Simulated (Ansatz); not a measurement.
# Run report: GaP, geometry relaxation (part 3 of 3)

The same run, continued: GaP (P1, 32 atoms in the cell); DFT PBEsol, scalar-relativistic, plane waves, PAW, no spin polarisation (Ansatz 0.2.0); cutoff 420 eV, 2×2×2 k-mesh, Gaussian smearing of 0.02 eV. The structure derives from a Materials Project entry. It belongs to a series of runs on one base structure; here: the perfect supercell shaken and relaxed.

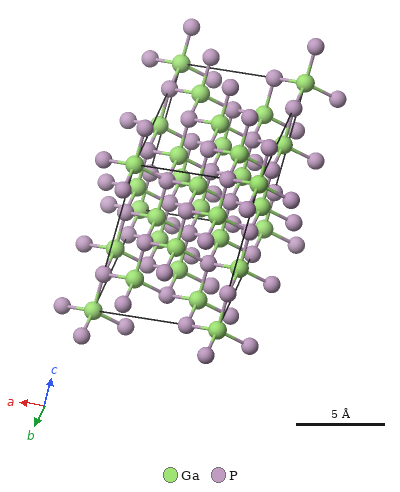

**Figure 1.** The geometry at step 4 of the log (ball-and-stick view of the cell of the calculation, seen at an oblique angle; bonded neighbours outside the cell are drawn too).

## Trajectory as extended XYZ, continued
```
32
Lattice="-5.4384 5.4384 -5.4384 -5.4384 -5.4384 5.4384 5.4384 5.4384 5.4384" Properties=species:S:1:pos:R:3:forces:R:3 step=4 energy=-71744.88408
Ga   -0.0004    2.7076    2.6922    0.0007   0.0004  -0.0003
Ga    0.0001   -0.0124    5.4116   -0.0009   0.0039  -0.0009
Ga    2.7181    2.7080    5.4112    0.0037  -0.0024   0.0011
Ga   -5.4393    2.7081    2.6936    0.0028  -0.0004  -0.0051
Ga   -2.7184    5.4267    2.6930   -0.0035   0.0012  -0.0010
Ga   -5.4396    2.7078   -2.7476    0.0041   0.0012   0.0052
Ga   -0.0003    5.4265   -0.0264    0.0015   0.0020  -0.0023
Ga   -2.7191    2.7076    5.4111   -0.0020   0.0000   0.0017
Ga   -5.4375   -0.0108   -0.0264   -0.0039  -0.0006  -0.0037
Ga   -2.7197    2.7081   -0.0287   -0.0004   0.0024   0.0064
Ga    2.7195    5.4271    2.6922   -0.0016   0.0003   0.0005
Ga   -5.4380   -2.7310    2.6912   -0.0023   0.0018   0.0034
Ga   -2.7198   -0.0104    2.6916    0.0026  -0.0026   0.0023
Ga    0.0000   -0.0109   -0.0266   -0.0006  -0.0005  -0.0010
Ga   -2.7201   -2.7300    5.4108    0.0037  -0.0017   0.0010
Ga   -2.7185    5.4268   -2.7468   -0.0017   0.0019   0.0015
P     1.3598    1.3484    1.3327   -0.0005   0.0007  -0.0003
P    -4.0794    4.0676   -1.3879    0.0001  -0.0026  -0.0016
P    -1.3599    6.7863   -1.3859   -0.0013  -0.0003  -0.0007
P    -4.0790    1.3497    1.3327    0.0000  -0.0001   0.0005
P    -1.3602    4.0670    1.3325    0.0012  -0.0025  -0.0007
P     1.3596    6.7865    1.3326    0.0002   0.0006  -0.0017
P    -4.0793   -1.3705    4.0511   -0.0002  -0.0007   0.0005
P    -1.3595    1.3478    4.0520    0.0004  -0.0010  -0.0002
P     1.3593    4.0676    4.0516   -0.0011   0.0020  -0.0011
P    -1.3594    1.3486   -1.3869    0.0017  -0.0024  -0.0016
P    -1.3599   -1.3713    6.7712   -0.0008  -0.0007  -0.0009
P     1.3600    1.3472    6.7712    0.0004   0.0008  -0.0015
P    -1.3605   -1.3706    1.3321   -0.0015   0.0002  -0.0006
P    -4.0791    4.0677    4.0523    0.0009   0.0000  -0.0007
P    -6.7978    1.3485   -1.3862   -0.0013  -0.0002  -0.0002
P    -6.7976   -1.3711    1.3318   -0.0004  -0.0006   0.0018
```
